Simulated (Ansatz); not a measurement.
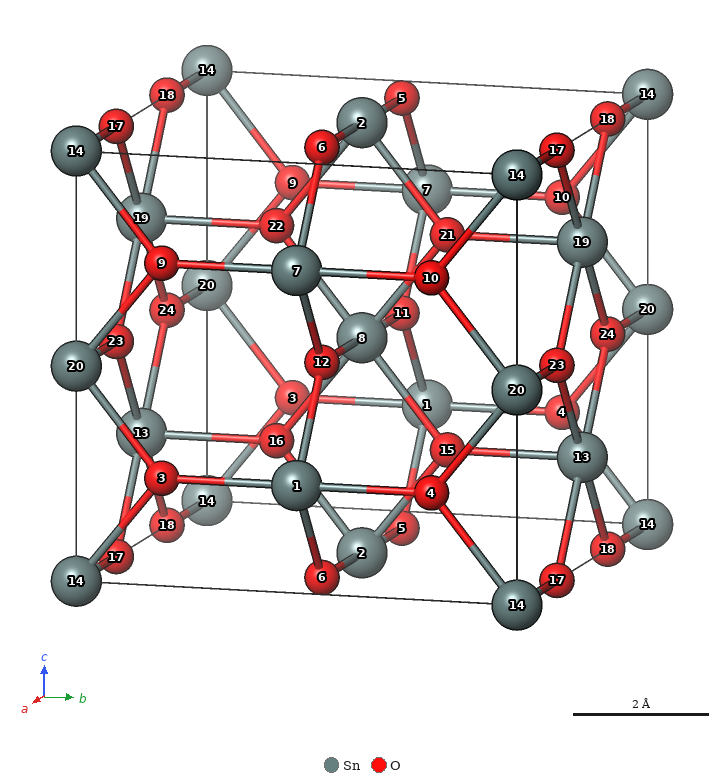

Figure 1. The starting structure (ball-and-stick view of the cell of the calculation, seen slightly off an axis; atoms are numbered from 1 in the order of the input). An atom can appear more than once, as a periodic image. Near neighbours in the periodic cell (some may lie outside the picture): Sn has 6 O at 2.10 Å; O has 3 Sn at 2.10 Å.

**Run report: SnO₂, molecular dynamics (part 1 of 4)**

- system: SnO₂ (P4₂/mnm, 24 atoms in the cell)
- method: DFT PBE, scalar-relativistic, plane waves, PAW, PAW set soft_1, no spin polarisation (Ansatz 0.2.0)

The structure derives from a Materials Project entry. One setting was made poor on purpose. It belongs to a series of runs on one base structure; here: dynamics from the start. Figures and captions count atoms from 1; the log counts them from 0 in places.

Input
```yaml
accuracy: low
crystal:
  lattice:
    - [-4.842944, -4.842944, 0.0]
    - [4.842944, -4.842944, 0.0]
    - [0.0, 0.0, 6.520182]
  atoms:
    - { symbol: Sn, position: [0.0, 0.5, 0.25] }
    - { symbol: Sn, position: [0.5, 0.5, 0.0] }
    - { symbol: O, position: [0.0, 0.1940277, 0.25] }
    - { symbol: O, position: [0.0, 0.8059723, 0.25] }
    - { symbol: O, position: [0.1940277, 0.5, 0.0] }
    - { symbol: O, position: [0.8059723, 0.5, 0.0] }
    - { symbol: Sn, position: [0.0, 0.5, 0.75] }
    - { symbol: Sn, position: [0.5, 0.5, 0.5] }
    - { symbol: O, position: [0.0, 0.1940277, 0.75] }
    - { symbol: O, position: [0.0, 0.8059723, 0.75] }
    - { symbol: O, position: [0.1940277, 0.5, 0.5] }
    - { symbol: O, position: [0.8059723, 0.5, 0.5] }
    - { symbol: Sn, position: [0.5, 0.0, 0.25] }
    - { symbol: Sn, position: [0.0, 0.0, 0.0] }
    - { symbol: O, position: [0.5, 0.6940277, 0.25] }
    - { symbol: O, position: [0.5, 0.3059723, 0.25] }
    - { symbol: O, position: [0.6940277, 0.0, 0.0] }
    - { symbol: O, position: [0.3059723, 0.0, 0.0] }
    - { symbol: Sn, position: [0.5, 0.0, 0.75] }
    - { symbol: Sn, position: [0.0, 0.0, 0.5] }
    - { symbol: O, position: [0.5, 0.6940277, 0.75] }
    - { symbol: O, position: [0.5, 0.3059723, 0.75] }
    - { symbol: O, position: [0.6940277, 0.0, 0.5] }
    - { symbol: O, position: [0.3059723, 0.0, 0.5] }
basis:
  ecutwfc: 250.0
kpoints:
  mp_grid: { grid: [2, 2, 2] }
hamiltonian:
  xc: pbe
  pseudopotentials: { kind: paw, azcp: { folder: soft_1 } }
scf:
  occupations: { method: fermi_dirac, width: 0.3 }
  lower_state_search: "off"
  max_iter: 98
md:
  timestep: 0.75
  n_steps: 200
  ensemble: nvt_langevin
  temperature: 3500.0
  initial_velocities: maxwell_boltzmann
  seed: 964868
  friction: 0.005
```

Hardware: 2 threads of Arm Neoverse V1, 24 GiB of memory available, shared host.

Run as:
```bash
ansatz run input.yaml --threads 2 --pin off --max-ram 5120MiB --backend cpu --events-out ev --progress --plain --runs-dir out
```

Output
```
Warning: md: disabling space-group detection — thermal motion breaks the input geometry's symmetry, so no spatial operation reduces the k-mesh or symmetrises the density; time reversal is kept, so that k and −k are solved as one point where they differ and the mesh holds both, and exact exchange and, on two spinor components, a DFT+U term hold to it where the run has them: on two components no moment then forms, and a state that bears one, which a typed moment (crystal.atoms[].spin; refused beside efield: under a hybrid functional) reaches, can lie lower, under hf by electronvolts; crystal.symmetry.detect: false (a key that needs symmetry detection or time reversal refuses this as the deck is read) with time_reversal: false beside it drops time reversal too
Warning: basis.ecutwfc = 250 eV is below the records' recommended 420 eV, and the density's cutoff is lower with it unless basis.ecutrho_ratio is high enough to keep the records' density cutoff: compare with a run at a higher cutoff
band count auto-derived: 136 (N_el = 208.0; filled up to band 104; 128 by the electrons, moments and atoms)
Engine: ansatz 0.2.0, aarch64-unknown-linux-gnu
Pseudopotentials: kind: paw
Pseudopotential: Sn, paw, valence charge 14, recommended cutoff 420 eV (normal), [file]
Pseudopotential: O, paw, valence charge 6, recommended cutoff 420 eV (normal), [file]
Functional definition: PBE
  parameter kappa = 0.804
  parameter beta = 0.06672455060314922
  exchange = pbe_x(kappa = kappa, mu = beta*pi^2/3)
  correlation = pbe_c(beta = beta)
Crystal: 24 atoms, lattice volume = 305.850 Å³
Basis set: ecut = 250 eV, 2745 PW (Γ), exchange–correlation on 72×72×72 points (8 copies of the dense FFT grid, shifted against one another)
Bands: 136, of which v1, the nominal top of the filled ones, is band 104 counted from 1 (103 counted from 0)
Symmetry: 1 space group operations
k-points: 8
Non-local potential: Sn, projectors of the file, l = 0: 2, l = 1: 2, l = 2: 2, l = 3: 1
Non-local potential: O, projectors of the file, l = 0: 2, l = 1: 2, l = 2: 1
PAW form: soft (Blöchl's): semilocal exchange-correlation on the pseudo side does not see the compensation charge
PAW one-centre angular grid: Sn, 590 points (default); XC on 64 Gauss nodes
PAW one-centre angular grid: O, 110 points (default); XC on 64 Gauss nodes
Initial density: superposition of atomic densities (chi_scale 0.1, normalization cell, long waves kept (reshape's long-wave potential 0.00 eV rms))
Initial wavefunctions: pseudopotential atomic-orbital guess
Functional: x = pbe(κ = 0.804, μ = 0.2195149727645171), c = pbe(β = 0.06672455060314922)
SCF iter   1: F=—  HF=-57249.740621 eV  |F-HF|=—  |Δ(HF+E_count)|=         —  Δρ=7.31e-2  dr2=8.62e0  ethr=3.10e-3  ⟨swp⟩=5.0  Hψ=4012  notcnv=0
preconditioner: auto → Resta (q_TF=auto, 2.558 Å⁻¹)  ε∞=3.2  [insulator: Δε(μ)=2.122 eV  Ē_g=20.587 eV  σ=0.300 eV  W_gap=0.65  n_scr=80 (ndim 8)  ℏωp=30.6 eV  f_vac=0.000  D(μ)=0.74/eV (n_scr^D=0)  ε∞_Penn≈3.2]
SCF iter   2: F=—  HF=-57248.365583 eV  |F-HF|=—  |Δ(HF+E_count)|=    1.38e0  Δρ=4.08e-2  dr2=3.19e0  ethr=3.10e-3  ⟨swp⟩=1.0  Hψ=1256  notcnv=0
SCF iter   3: F=—  HF=-57247.752566 eV  |F-HF|=—  |Δ(HF+E_count)|=   6.13e-1  Δρ=2.98e-3  dr2=2.01e-2  ethr=1.53e-3  ⟨swp⟩=2.1  Hψ=1764  notcnv=0
SCF iter   4: F=—  HF=-57247.776583 eV  |F-HF|=—  |Δ(HF+E_count)|=   2.40e-2  Δρ=9.70e-4  dr2=2.17e-3  ethr=9.68e-6  ⟨swp⟩=2.0  Hψ=1536  notcnv=0  defer=17
SCF iter   5: F=—  HF=-57247.780670 eV  |F-HF|=—  |Δ(HF+E_count)|=   4.09e-3  Δρ=1.51e-4  dr2=8.12e-5  ethr=1.04e-6  ⟨swp⟩=2.0  Hψ=1543  notcnv=0  defer=17
SCF iter   6: F=—  HF=-57247.779640 eV  |F-HF|=—  |Δ(HF+E_count)|=   1.03e-3  Δρ=3.91e-5  dr2=3.02e-6  ethr=3.90e-8  ⟨swp⟩=2.0  Hψ=1865  notcnv=0  defer=17
SCF iter   7: F=—  HF=-57247.779645 eV  |F-HF|=—  |Δ(HF+E_count)|=   4.52e-6  Δρ=8.55e-6  dr2=2.33e-7  ethr=1.45e-9  ⟨swp⟩=2.1  Hψ=1816  notcnv=0  defer=29
SCF iter   8: F=-57247.779645 eV  HF=-57247.779645 eV  |F-HF|=5.36e-9  |Δ(HF+E_count)|=   1.66e-7  Δρ=2.05e-6  dr2=9.28e-9  ethr=1.15e-11  ⟨swp⟩=4.9  Hψ=3669  notcnv=0
SCF 1 converged in 8 iterations: F = -57247.779645 eV  dr2 = 9.28e-9
  greatest PAW one-centre occupation: 1.001 electrons in one spin orbital (limit 2), on the Sn atom at site 19 (counted from 0), in its partial waves of l = 2
md step     0: t =     0.00 fs  T =  3354.2 K  F+E_penalty+E_count = -57247.77964505 eV  E_kin = 10.405430 eV  (8 SCF iters)
Initial density: handed on by an earlier stage of this run
Initial wavefunctions: those handed on with the density
iter 1 solved again at ethr=7.60e-6 eV; its pass at ethr=3.10e-3 eV (dr2=1.58e-2 eV) is discarded
SCF iter   1: F=—  HF=-57247.745821 eV  |F-HF|=—  |Δ(HF+E_count)|=         —  Δρ=3.96e-3  dr2=1.52e-2  ethr=7.60e-6  ⟨swp⟩=2.0  Hψ=5557  notcnv=0
preconditioner: auto → Resta (q_TF=auto, 2.558 Å⁻¹)  ε∞=3.3  [insulator: Δε(μ)=2.161 eV  Ē_g=20.239 eV  σ=0.300 eV  W_gap=0.77  n_scr=80 (ndim 8)  ℏωp=30.6 eV  f_vac=0.042  D(μ)=0.80/eV (n_scr^D=0)  ε∞_Penn≈3.3]
SCF iter   2: F=—  HF=-57247.746114 eV  |F-HF|=—  |Δ(HF+E_count)|=   2.94e-4  Δρ=1.99e-3  dr2=3.85e-3  ethr=7.29e-6  ⟨swp⟩=1.0  Hψ=1088  notcnv=0
SCF iter   3: F=—  HF=-57247.746752 eV  |F-HF|=—  |Δ(HF+E_count)|=   6.38e-4  Δρ=8.02e-4  dr2=1.64e-3  ethr=1.85e-6  ⟨swp⟩=2.0  Hψ=1409  notcnv=0
SCF iter   4: F=—  HF=-57247.746472 eV  |F-HF|=—  |Δ(HF+E_count)|=   2.80e-4  Δρ=1.16e-4  dr2=4.48e-5  ethr=7.91e-7  ⟨swp⟩=2.0  Hψ=1341  notcnv=0
SCF iter   5: F=—  HF=-57247.745325 eV  |F-HF|=—  |Δ(HF+E_count)|=   1.15e-3  Δρ=6.77e-5  dr2=1.15e-5  ethr=2.15e-8  ⟨swp⟩=2.0  Hψ=1930  notcnv=0
SCF iter   6: F=—  HF=-57247.745321 eV  |F-HF|=—  |Δ(HF+E_count)|=   3.78e-6  Δρ=2.52e-5  dr2=1.07e-6  ethr=5.52e-9  ⟨swp⟩=2.0  Hψ=1350  notcnv=0
SCF iter   7: F=—  HF=-57247.745322 eV  |F-HF|=—  |Δ(HF+E_count)|=   7.93e-7  Δρ=6.45e-6  dr2=1.15e-7  ethr=5.14e-10  ⟨swp⟩=2.0  Hψ=1451  notcnv=0
SCF iter   8: F=—  HF=-57247.745322 eV  |F-HF|=—  |Δ(HF+E_count)|=   5.04e-8  Δρ=4.11e-6  dr2=4.09e-8  ethr=1.15e-11  ⟨swp⟩=4.5  Hψ=3212  notcnv=0
SCF iter   9: F=-57247.745322 eV  HF=-57247.745322 eV  |F-HF|=2.07e-9  |Δ(HF+E_count)|=   3.13e-9  Δρ=1.65e-6  dr2=4.82e-9  ethr=1.15e-11  ⟨swp⟩=4.0  Hψ=2992  notcnv=0
SCF 2 converged in 9 iterations: F = -57247.745322 eV  dr2 = 4.82e-9
  greatest PAW one-centre occupation: 1.001 electrons in one spin orbital (limit 2), on the Sn atom at site 18 (counted from 0), in its partial waves of l = 2
md step     1: t =     0.75 fs  T =  3365.9 K  F+E_penalty+E_count = -57247.74532190 eV  E_kin = 10.441781 eV  (9 SCF iters)
[... from here on the SCF iterations and repeated set-up lines of each step are left out, up to the last step ...]
md step     2: t =     1.50 fs  T =  3248.4 K  F+E_penalty+E_count = -57247.64027654 eV  E_kin = 10.077305 eV  (9 SCF iters)
md step     3: t =     2.25 fs  T =  3118.6 K  F+E_penalty+E_count = -57247.47262384 eV  E_kin = 9.674611 eV  (9 SCF iters)
md step     4: t =     3.00 fs  T =  3143.0 K  F+E_penalty+E_count = -57247.24802372 eV  E_kin = 9.750376 eV  (9 SCF iters)
md step     5: t =     3.75 fs  T =  2991.9 K  F+E_penalty+E_count = -57246.97173691 eV  E_kin = 9.281683 eV  (6 SCF iters)
md step     6: t =     4.50 fs  T =  2936.1 K  F+E_penalty+E_count = -57246.65049908 eV  E_kin = 9.108568 eV  (6 SCF iters)
md step     7: t =     5.25 fs  T =  2848.2 K  F+E_penalty+E_count = -57246.29172172 eV  E_kin = 8.835782 eV  (6 SCF iters)
md step     8: t =     6.00 fs  T =  2696.4 K  F+E_penalty+E_count = -57245.90856156 eV  E_kin = 8.364737 eV  (6 SCF iters)
md step     9: t =     6.75 fs  T =  2598.6 K  F+E_penalty+E_count = -57245.50597461 eV  E_kin = 8.061459 eV  (6 SCF iters)
md step    10: t =     7.50 fs  T =  2529.2 K  F+E_penalty+E_count = -57245.07919393 eV  E_kin = 7.846174 eV  (9 SCF iters)
md step    11: t =     8.25 fs  T =  2401.5 K  F+E_penalty+E_count = -57244.63950704 eV  E_kin = 7.450019 eV  (6 SCF iters)
md step    12: t =     9.00 fs  T =  2184.6 K  F+E_penalty+E_count = -57244.21474896 eV  E_kin = 6.777165 eV  (6 SCF iters)
md step    13: t =     9.75 fs  T =  2100.6 K  F+E_penalty+E_count = -57243.80883135 eV  E_kin = 6.516487 eV  (6 SCF iters)
md step    14: t =    10.50 fs  T =  2022.5 K  F+E_penalty+E_count = -57243.41831516 eV  E_kin = 6.274131 eV  (6 SCF iters)
md step    15: t =    11.25 fs  T =  1959.8 K  F+E_penalty+E_count = -57243.05905088 eV  E_kin = 6.079924 eV  (6 SCF iters)
md step    16: t =    12.00 fs  T =  1884.3 K  F+E_penalty+E_count = -57242.74789150 eV  E_kin = 5.845564 eV  (6 SCF iters)
md step    17: t =    12.75 fs  T =  1782.1 K  F+E_penalty+E_count = -57242.48505892 eV  E_kin = 5.528512 eV  (6 SCF iters)
md step    18: t =    13.50 fs  T =  1685.7 K  F+E_penalty+E_count = -57242.26059255 eV  E_kin = 5.229296 eV  (6 SCF iters)
md step    19: t =    14.25 fs  T =  1702.1 K  F+E_penalty+E_count = -57242.07449987 eV  E_kin = 5.280353 eV  (6 SCF iters)
md step    20: t =    15.00 fs  T =  1596.5 K  F+E_penalty+E_count = -57241.93408282 eV  E_kin = 4.952670 eV  (9 SCF iters)
md step    21: t =    15.75 fs  T =  1692.0 K  F+E_penalty+E_count = -57241.83543967 eV  E_kin = 5.249033 eV  (6 SCF iters)
md step    22: t =    16.50 fs  T =  1700.7 K  F+E_penalty+E_count = -57241.76080580 eV  E_kin = 5.276118 eV  (6 SCF iters)
md step    23: t =    17.25 fs  T =  1726.6 K  F+E_penalty+E_count = -57241.70794107 eV  E_kin = 5.356313 eV  (6 SCF iters)
md step    24: t =    18.00 fs  T =  1709.6 K  F+E_penalty+E_count = -57241.68009974 eV  E_kin = 5.303451 eV  (6 SCF iters)
md step    25: t =    18.75 fs  T =  1744.6 K  F+E_penalty+E_count = -57241.66700397 eV  E_kin = 5.412105 eV  (6 SCF iters)
md step    26: t =    19.50 fs  T =  1753.3 K  F+E_penalty+E_count = -57241.65942489 eV  E_kin = 5.439248 eV  (6 SCF iters)
md step    27: t =    20.25 fs  T =  1750.1 K  F+E_penalty+E_count = -57241.65613120 eV  E_kin = 5.429316 eV  (6 SCF iters)
md step    28: t =    21.00 fs  T =  1788.2 K  F+E_penalty+E_count = -57241.64756200 eV  E_kin = 5.547301 eV  (6 SCF iters)
md step    29: t =    21.75 fs  T =  1802.3 K  F+E_penalty+E_count = -57241.63039082 eV  E_kin = 5.591179 eV  (6 SCF iters)
md step    30: t =    22.50 fs  T =  1943.0 K  F+E_penalty+E_count = -57241.59937002 eV  E_kin = 6.027536 eV  (9 SCF iters)
md step    31: t =    23.25 fs  T =  1959.7 K  F+E_penalty+E_count = -57241.55368360 eV  E_kin = 6.079529 eV  (6 SCF iters)
md step    32: t =    24.00 fs  T =  1965.7 K  F+E_penalty+E_count = -57241.50142665 eV  E_kin = 6.098068 eV  (6 SCF iters)
md step    33: t =    24.75 fs  T =  1979.6 K  F+E_penalty+E_count = -57241.44474265 eV  E_kin = 6.141257 eV  (6 SCF iters)
md step    34: t =    25.50 fs  T =  2005.9 K  F+E_penalty+E_count = -57241.38757044 eV  E_kin = 6.222749 eV  (6 SCF iters)
md step    35: t =    26.25 fs  T =  2065.0 K  F+E_penalty+E_count = -57241.32131358 eV  E_kin = 6.406029 eV  (6 SCF iters)
md step    36: t =    27.00 fs  T =  1959.7 K  F+E_penalty+E_count = -57241.25138920 eV  E_kin = 6.079531 eV  (6 SCF iters)
md step    37: t =    27.75 fs  T =  1946.9 K  F+E_penalty+E_count = -57241.18332677 eV  E_kin = 6.039770 eV  (6 SCF iters)
md step    38: t =    28.50 fs  T =  1892.1 K  F+E_penalty+E_count = -57241.11196163 eV  E_kin = 5.869608 eV  (6 SCF iters)
md step    39: t =    29.25 fs  T =  1907.5 K  F+E_penalty+E_count = -57241.04331673 eV  E_kin = 5.917388 eV  (6 SCF iters)
md step    40: t =    30.00 fs  T =  1818.9 K  F+E_penalty+E_count = -57240.97781324 eV  E_kin = 5.642577 eV  (9 SCF iters)
md step    41: t =    30.75 fs  T =  1819.0 K  F+E_penalty+E_count = -57240.91489381 eV  E_kin = 5.643106 eV  (6 SCF iters)
md step    42: t =    31.50 fs  T =  1811.6 K  F+E_penalty+E_count = -57240.87003022 eV  E_kin = 5.619938 eV  (6 SCF iters)
md step    43: t =    32.25 fs  T =  1841.4 K  F+E_penalty+E_count = -57240.84611143 eV  E_kin = 5.712507 eV  (7 SCF iters)
md step    44: t =    33.00 fs  T =  1791.9 K  F+E_penalty+E_count = -57240.83729598 eV  E_kin = 5.558808 eV  (7 SCF iters)
md step    45: t =    33.75 fs  T =  1746.5 K  F+E_penalty+E_count = -57240.84311319 eV  E_kin = 5.418110 eV  (7 SCF iters)
md step    46: t =    34.50 fs  T =  1758.0 K  F+E_penalty+E_count = -57240.85979433 eV  E_kin = 5.453622 eV  (6 SCF iters)
md step    47: t =    35.25 fs  T =  1736.8 K  F+E_penalty+E_count = -57240.88222566 eV  E_kin = 5.388071 eV  (7 SCF iters)
md step    48: t =    36.00 fs  T =  1710.0 K  F+E_penalty+E_count = -57240.90501179 eV  E_kin = 5.304695 eV  (6 SCF iters)
md step    49: t =    36.75 fs  T =  1681.1 K  F+E_penalty+E_count = -57240.92835349 eV  E_kin = 5.215258 eV  (7 SCF iters)
md step    50: t =    37.50 fs  T =  1662.0 K  F+E_penalty+E_count = -57240.94443735 eV  E_kin = 5.156010 eV  (10 SCF iters)
md step    51: t =    38.25 fs  T =  1687.1 K  F+E_penalty+E_count = -57240.95112222 eV  E_kin = 5.233847 eV  (6 SCF iters)
md step    52: t =    39.00 fs  T =  1732.0 K  F+E_penalty+E_count = -57240.95504923 eV  E_kin = 5.372968 eV  (7 SCF iters)
md step    53: t =    39.75 fs  T =  1764.4 K  F+E_penalty+E_count = -57240.95758859 eV  E_kin = 5.473548 eV  (6 SCF iters)
md step    54: t =    40.50 fs  T =  1800.2 K  F+E_penalty+E_count = -57240.95138841 eV  E_kin = 5.584795 eV  (6 SCF iters)
md step    55: t =    41.25 fs  T =  1800.3 K  F+E_penalty+E_count = -57240.92576251 eV  E_kin = 5.585095 eV  (7 SCF iters)
md step    56: t =    42.00 fs  T =  1812.2 K  F+E_penalty+E_count = -57240.88742039 eV  E_kin = 5.621914 eV  (6 SCF iters)
md step    57: t =    42.75 fs  T =  1815.6 K  F+E_penalty+E_count = -57240.84555099 eV  E_kin = 5.632331 eV  (6 SCF iters)
```
